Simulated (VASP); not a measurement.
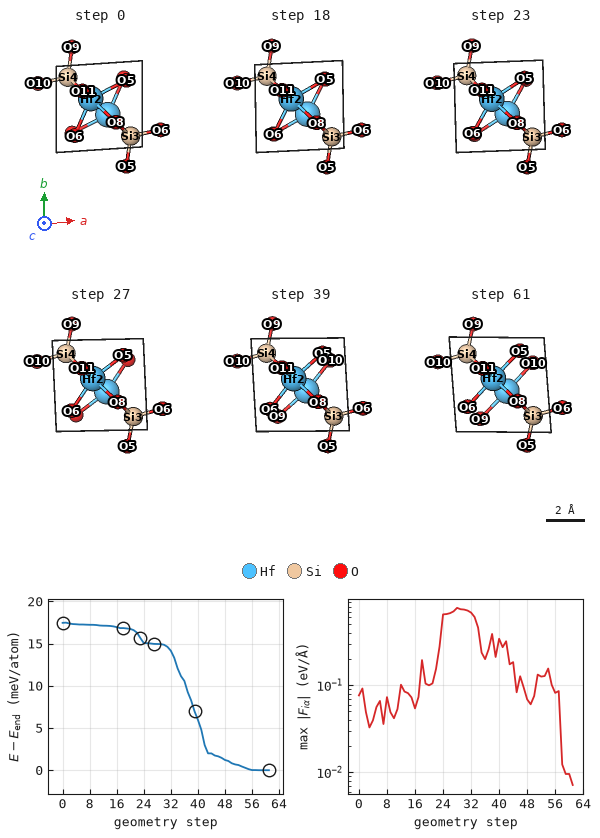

Frames of a relaxation of crystalline HfSiO₄ (a generated structure, set up in Cmcm), marked on the history of the run. A ball-and-stick model of the cell of the calculation, seen along the c axis.

The run lets cell and atoms move.

Level of theory: Kohn-Sham DFT of a periodic cell, PBE, VASP PAW PBE potentials, recommended in VASP 6.6.1.

The input:
```
SYSTEM = HfSiO4
  PREC = Accurate
  ENCUT = 520
  EDIFF = 1E-6
  ISMEAR = 0
  SIGMA = 0.03
  LREAL = .False.
  LASPH = .True.
  NELM = 120
  ALGO = Normal
  ISIF = 3
  LWAVE = .False.
  LCHARG = .False.
  GGA = PE
  IBRION = 2
  NSW = 90
  EDIFFG = -0.01
  KPAR = 4
```

Run as
```bash
cat potpaw_PBE.64/Hf_pv/POTCAR potpaw_PBE.64/Si/POTCAR potpaw_PBE.64/O/POTCAR > POTCAR
mpirun -np 4 vasp_std > vasp.out
```

What happens along the run?

The largest moves relative to the cell, 0.58 Å, are those of O atoms. By element the largest moves are O 0.58 Å, Si 0.30 Å, Hf 0.25 Å. The volume changes by +18.9 %, with a = b 4.547 → 5.011 Å (+10.2 %), c 6.486 → 6.357 Å (−2.0 %), γ 86.2° → 94.9°. Some distances before and after: Hf–Hf 3.475 → 3.327 Å, Hf–O 2.127 → 2.022 Å, Hf–O 2.226 → 2.150 Å, O–Si 1.652 → 1.678 Å. Among the angles between lasting bonds that change: O–Hf–O 140.4° → 178.6°, Hf–O–Si 125.0° → 148.0°, O–Hf–O 73.8° → 89.4°. The space group stays Cmcm (No. 63). After 61 geometry steps the energy has fallen by 17.5 meV per atom. Largest force component: 0.076 eV/Å at the start, 0.0071 eV/Å at the end. Pressure: 0.45 GPa at the start and 0.00 GPa at the end. The volume changes by over a tenth within one run on a fixed set of plane waves, so the end point should be relaxed again from the new cell. From step 0 to 18: O atoms move most (0.08 Å), volume +2.9 %, energy −0.6 meV per atom. From step 18 to 23: O atoms move most (0.07 Å), volume +1.9 %, energy −1.2 meV per atom. From step 23 to 27: O atoms move most (0.11 Å), volume +3.0 %, energy −0.7 meV per atom. From step 27 to 39: O atoms move most (0.11 Å), volume +5.3 %, energy −8.0 meV per atom. From step 39 to 61: O atoms move most (0.17 Å), volume +4.5 %, energy −7.0 meV per atom.
